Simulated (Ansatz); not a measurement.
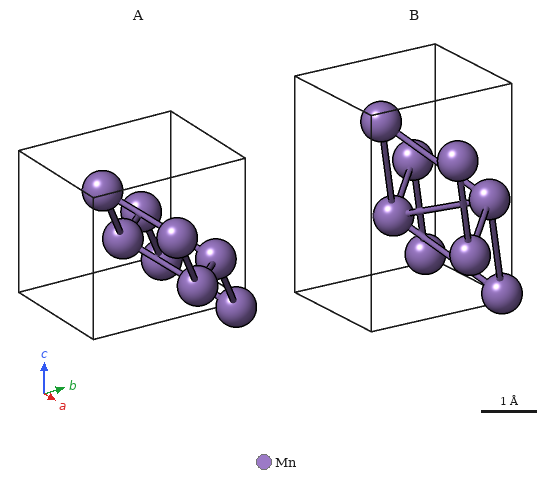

Two geometries of solid Mn (built on the alpha-gallium_64 type) (coarse preliminary run), drawn at one scale. One is the start of a relaxation, the other its converged end. The picture is a ball-and-stick view of the cell of the calculation, repeated 2 × 1 × 1 with one cell outlined, seen slightly off an axis.

Computed with DFT PBE, scalar-relativistic, plane waves, PAW in Ansatz 0.2.0. Settings: plane-wave cutoff 420 eV; k-point mesh 6 × 6 × 4; occupations gaussian; smearing width 0.1 eV; collinear spin; cell and atoms relaxed; force threshold 0.04 eV/Å; at most 70 steps.

Q: Which of the two is the end point?

A: Structure A is the relaxed one. Case: alpha-gallium type (Cmce, No. 64). Over 16 accepted moves (21 points after the start) the energy falls by 399 meV per atom. Largest force component: 0.35 eV/Å at the start, 0.0026 eV/Å at the end. Pressure: −15.66 GPa at the start and −0.10 GPa at the end. The line search rejected the trial steps at points 11, 12, 14 of the run. The SCF was repeated twice at an unchanged geometry on a basis and grid sized afresh for the cell, which shifted the energy by 13.5 meV per atom at most. The largest moves relative to the cell, 0.32 Å, are those of Mn atoms. The drawn cell changes as follows: a = b 3.950 → 4.626 Å (+17.1 %), c 4.019 → 2.635 Å (−34.5 %), γ 118.9° → 126.1°; the volume changes by −17.0 %. Near-neighbour distances that change, for instance: Mn–Mn 4.019 → 2.635 Å, Mn–Mn 3.317 → 2.541 Å, Mn–Mn 2.487 → 3.026 Å, Mn–Mn 2.169 → 1.949 Å. Among the angles between lasting bonds that change: Mn–Mn–Mn 113.1° → 62.3°, Mn–Mn–Mn 106.5° → 145.4°, Mn–Mn–Mn 61.8° → 75.1°. The space group stays Cmce (No. 64). The program noted that the starting moments weren't kept. The run took roughly 5 core-minutes on a shared host.

Limits of the set-up: the k-point mesh is coarse for a cell with partly filled bands.
